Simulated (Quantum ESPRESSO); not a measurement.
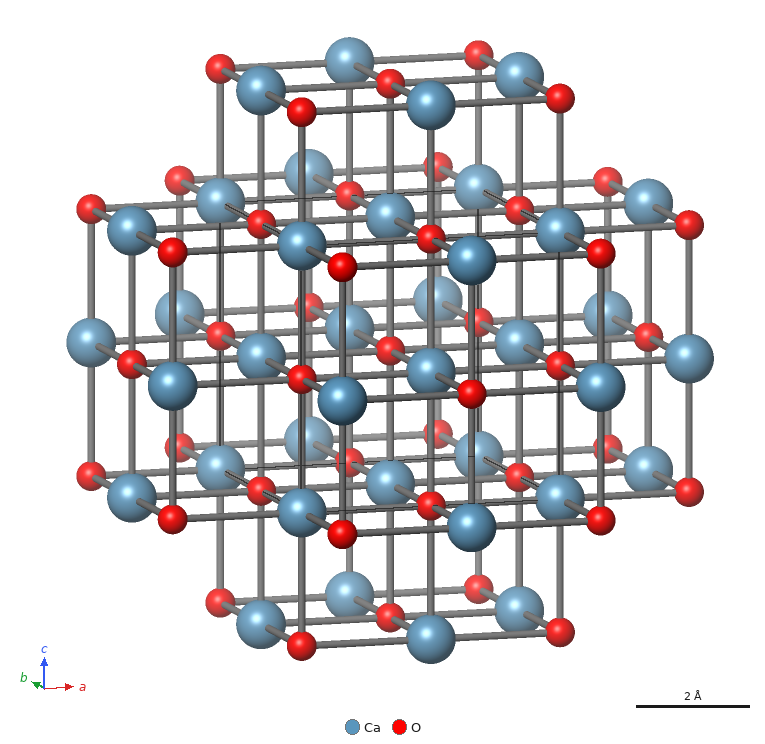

CaO, rock salt (NaCl type), space group Fm-3m (No. 225), a = 4.807 Å, b = 4.807 Å, c = 4.807 Å, α = 90.00°, β = 90.00°, γ = 90.00°. An orthographic ball-and-stick view of the structure, slightly off an axis. The wireframe shows the conventional unit cell. Outside the box, the atoms bonded to those within are drawn. This one geometry was run with six functionals. The cell is a structure listed in the Materials Project.

Alike in all runs: Quantum ESPRESSO 7.5; cutoff 1143 eV; k mesh 8 × 8 × 8 on the run's cell of 2 atoms; occupations fermi-dirac, width 0.05 eV; no spin polarisation; no spin-orbit coupling. Potentials: PseudoDojo 0.4.1 SR LDA standard for LDA; PseudoDojo 0.4.1 SR PBE standard for AM05, BLYP, WC and PBE; PseudoDojo 0.4.1 SR PBEsol standard for PBEsol.

| level | pressure (GPa) | gap (eV) |
| --- | --- | --- |
| LDA | ? | ? |
| AM05 | -1.9 | 3.79 |
| BLYP | 4.3 | 3.95 |
| WC | -2.8 | 3.76 |
| PBE | 1.3 | 3.85 |
| PBEsol | -3.0 | 3.75 |

> Fill in the row of LDA.

Pressure -7.3 GPa; gap 3.68 eV. That is the lowest pressure of all.

> Order the levels by the equilibrium volume that these pressures point to, smallest first.

LDA (-7.3 GPa), PBEsol (-3.0 GPa), WC (-2.8 GPa), AM05 (-1.9 GPa), PBE (1.3 GPa), BLYP (4.3 GPa). A higher pressure at one volume points to a larger equilibrium volume, as long as the bulk moduli are alike; rows a few tenths of a GPa apart can't be told apart.

Gaps are the least found on the k-mesh, which misses some points of high symmetry; where the band edges lie there, the true gap is smaller, at times by an eV.

Caveat: rows whose functional differs from that of their potentials carry a shift in pressure and volume, which can reorder them.
